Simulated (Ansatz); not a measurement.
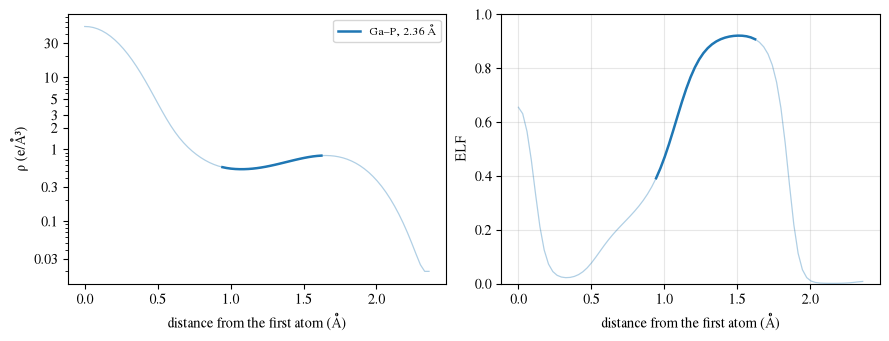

*Ga27P26 (cell charge +3, with a compensating background) (cell with a defect). Valence pseudo-density and ELF along straight lines between neighbouring atoms. Thin, pale parts lie inside the atomic spheres.*

Not relaxed (largest force 0.4 eV/Å).

Theory: Ansatz, DFT, PBE, plane-wave PAW, default files, scalar-relativistic.

In a PAW calculation such maps are meaningful between the atoms, not at the nuclei.

Ga27P26 (cell charge +3, with a compensating background) (cell with a defect), 53 atoms, a = 11.56 Å, b = 11.56 Å, c = 11.56 Å, α = 60.00°, β = 60.00°, γ = 60.00°.

**What can be read from the curves?**

Ga–P (2.36 Å): the density is about 0.55 e/Å³ at the midpoint; the ELF peaks at about 0.90 in the valence shell of P, 0.9 Å from its nucleus, and is about 0.75 at the midpoint.
